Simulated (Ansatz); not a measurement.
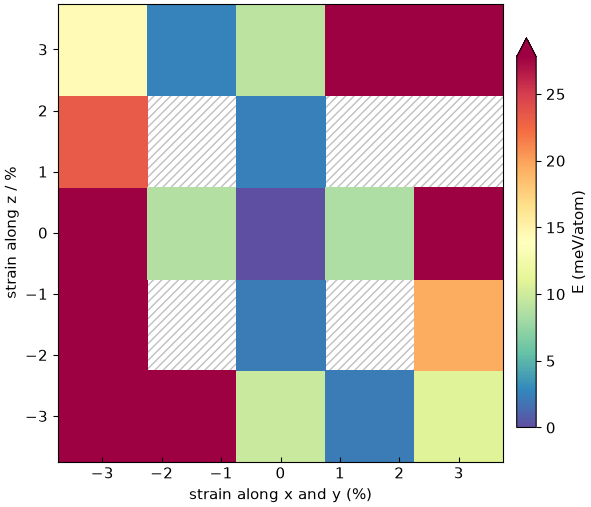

Energy landscape of Au (Fm-3m, No. 225; 1 atom in the cell). The cell is strained homogeneously, by one strain along x and y and another along z, with fractional coordinates fixed (x, y and z along the cube axes). First axis: strain along x and y. Second axis: strain along z. The grid has 5 × 5 points. At 5 points there is no value. Points are written as (first, second). Energies: meV/atom, counted from the lowest grid point. The calculation used DFT PBEsol, scalar-relativistic, plane waves, PAW in Ansatz. Settings: cutoff 420 eV, k-mesh 26×26×26, gaussian smearing 0.15 eV, no spin polarisation.

The picture shows one coloured cell a grid point, one colour for all values above the top of the scale, hatched blanks where no value was computed. 

Question: What does the map say about the system?

Answer: The lowest grid point is at (0.0 %, 0.0 %). The highest grid point, (−3.0 %, −3.0 %), lies 85.8 meV/atom above the lowest.

The values on the grid:

| strain along z ↓, strain along x and y → | −3.0 | −1.5 | 0.0 | 1.5 | 3.0 |
| --- | --- | --- | --- | --- | --- |
| 3.0 | 14.4 | 2.6 | 9.2 | 31.3 | 66.3 |
| 1.5 | 23.3 | – | 2.5 | – | – |
| 0.0 | 37.7 | 8.7 | 0.0 | 8.6 | 31.7 |
| −1.5 | 58.4 | – | 2.3 | – | 19.4 |
| −3.0 | 85.8 | 36.4 | 9.7 | 2.2 | 10.9 |
